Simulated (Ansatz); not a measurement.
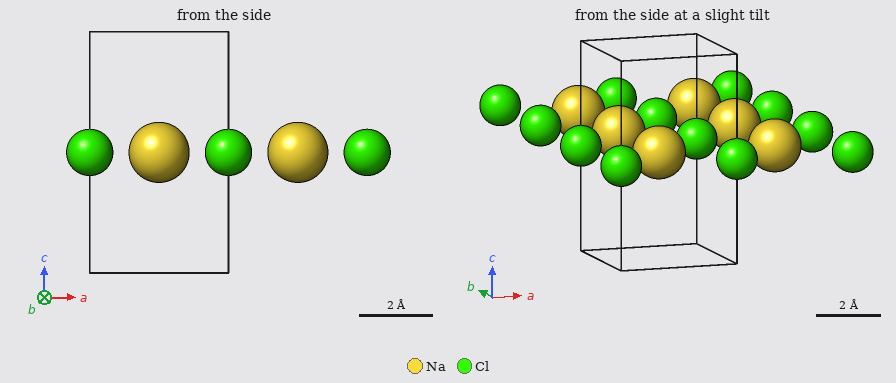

A spheres-only picture of a periodic sheet, seen from the side and from the side at a slight tilt. The surface normal points up in side views; the box is the simulation cell. 2×3 cells are drawn in the plane, with atoms at the edges repeated.

The cell holds 1 Na, 1 Cl.

Q: Give the termination of both faces.

A: The top face ends in Cl and Na, the bottom face in Cl and Na. The two faces are alike.

Q: What is the thickness of the slab?

A: About 0.0 Å from the lowest to the highest atom, with about 7 Å of vacuum to the next image.

Origin of the cell: a random cell made by a generator, so it need not be a real form of the compound. It was relaxed at fixed volume with DFT PBE, scalar-relativistic, plane waves, PAW in Ansatz 0.2.0.
